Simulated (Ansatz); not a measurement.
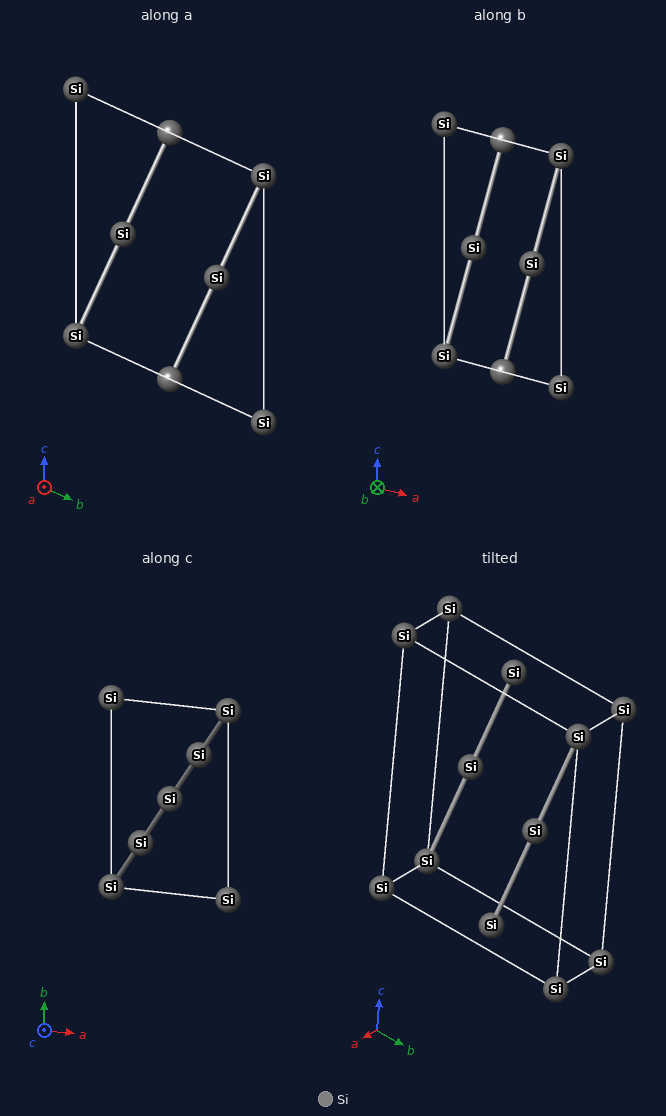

A ball-and-stick rendering, viewed along the a axis, along the b axis, along the c axis and slightly off an axis. The frame is the unit cell; atoms at its boundary are shown with their periodic copies.

Lattice parameters: a = 2.676 Å, b = 4.571 Å, c = 5.609 Å, α = 114.03°, β = 103.80°, γ = 90.01°. Put a along x and b in the xy plane.

Q: Express the structure as a POSCAR file.

A:
```
Si
1.0
     2.676    0.000    0.000
    -0.001    4.571    0.000
    -1.338   -2.285    4.945
Si
4
Direct
  0.0000 0.0000 0.0000
  0.5006 0.5001 0.0000
  0.2508 0.2502 0.5000
  0.7504 0.7501 0.5000
```

Its origin is a random cell made by a generator, so it need not be a real form of the element. The geometry was optimised with Ansatz 0.2.0, DFT PBE, scalar-relativistic, plane waves, PAW.
